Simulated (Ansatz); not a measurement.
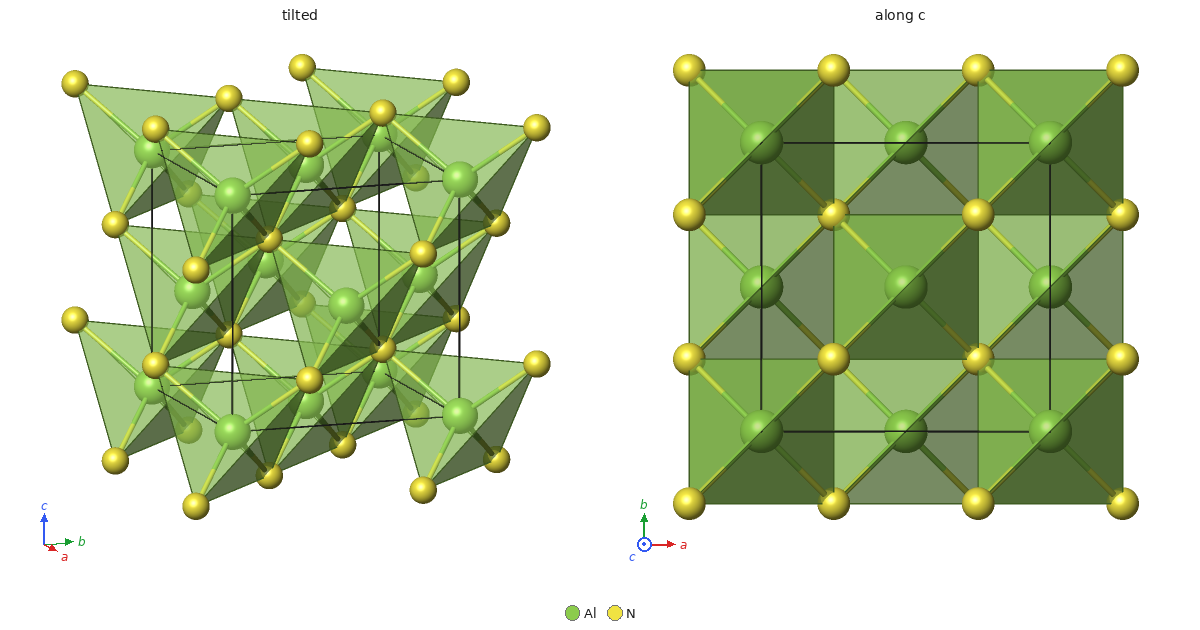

Structure drawing (polyhedral), viewed slightly off an axis and along the c axis. One conventional unit cell is framed, with atoms on its boundary repeated. Some neighbours outside the box are added.

AlN, zinc blende (sphalerite type), space group F-43m (No. 216), a = 4.596 Å, b = 4.596 Å, c = 4.596 Å, α = 90.00°, β = 90.00°, γ = 90.00°. The model was built from a structure listed in the Materials Project. The cell was then strained or its atoms displaced on purpose. A calculation with Ansatz used it as input.

This one geometry was computed with Ansatz (DFT, plane waves, PAW) at three levels of theory: PBE, r2SCAN and HSE06. It was relaxed with r2SCAN and then strained.

Question: Which level gives the highest pressure at this volume, and what does that say about its equilibrium volume?

Answer: Highest: PBE (-19.2 GPa), which points to the largest equilibrium volume. Lowest, with the smallest volume: HSE06 (-24.3 GPa). Levels within 0.5 GPa of each other can't be told apart.

Question: How does the band gap change with the level of theory?

Answer: PBE: a gap of 2.91 eV, direct; r2SCAN: a gap of 3.50 eV, direct; HSE06: a gap of 4.14 eV, direct.

Question: Collect the results in a table.

Answer:
| level | cutoff (eV) | k-mesh of the run's cell | gap (eV) | pressure (GPa) |
| --- | --- | --- | --- | --- |
| PBE | 420 | 10×10×10 | 2.91 | -19.2 |
| r2SCAN | 500 | 10×10×10 | 3.50 | -23.7 |
| HSE06 | 420 | 8×8×8 | 4.14 | -24.3 |

Gaps are taken on the k-mesh or band path of each run.
